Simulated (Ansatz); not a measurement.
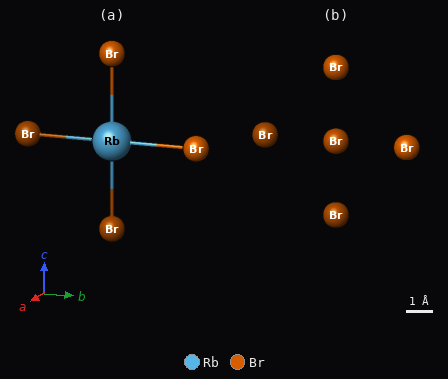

Left: perfect RbBr. Right: the same region with one point defect, after relaxing the atoms in a supercell of 32 sites. A ball-and-stick model of the atoms within 4.6 Å of one point, in a slice 4.2 Å thick across the line of sight, seen slightly off an axis.

Theory: DFT PBE, scalar-relativistic, plane waves, PAW (Ansatz). Settings: plane-wave cutoff 420 eV; k-point mesh 2 × 2 × 2; occupations gaussian; smearing width 0.01 eV; mesh shifted by (0.5, 0.5, 0.5); no spin polarisation. The cell is small and the k-mesh coarse, so the numbers are rough. A uniform background neutralises the charged cell. The axes drawn are those of the host's conventional cell.

Which defect is it?

Answer. A rubidium atom is replaced by bromine.

The charge state of the cell is +2.

How does the lattice respond?

Answer. In the host the Rb atom has 6 Br at 3.51 Å; the Br atom ends with 6 Br at 2.95 Å. Of the host's atoms, a bromine atom moves furthest from its site, by 0.55 Å.
